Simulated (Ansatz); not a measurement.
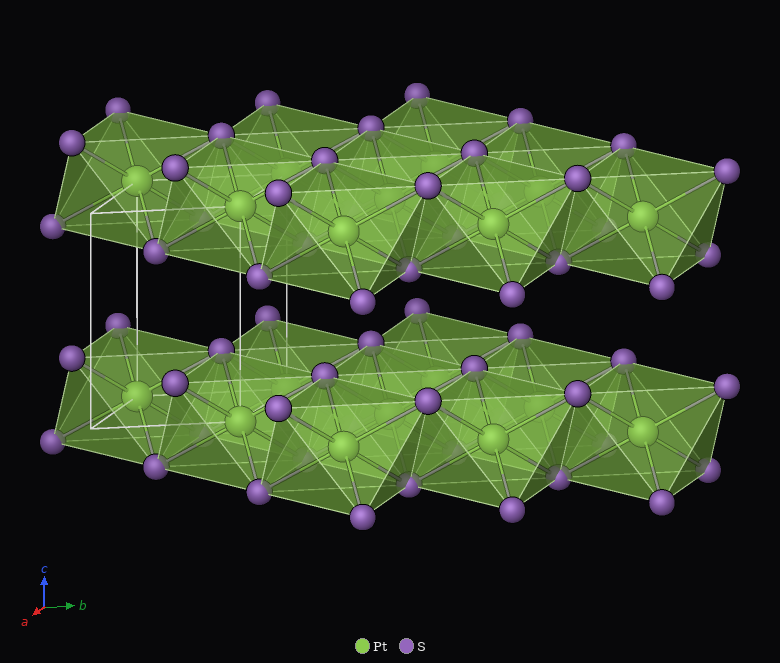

Polyhedra are drawn about Pt (bonds: Pt–S below 2.7 Å); other atoms are plain spheres.

PtS₂ (space group P-3m1, No. 164): a calculation's input that goes back to an entry of the Crystallography Open Database (an earlier step may have relaxed or displaced it).

Sharing among the drawn polyhedra:

| site | polyhedron | corner-sharing neighbours | edge-sharing | face-sharing | bond (Å) |
| --- | --- | --- | --- | --- | --- |
| Pt | PtS6 octahedron | 0 | 6 | 0 | 2.39 |

They form layers of edge-sharing octahedra parallel to (001).
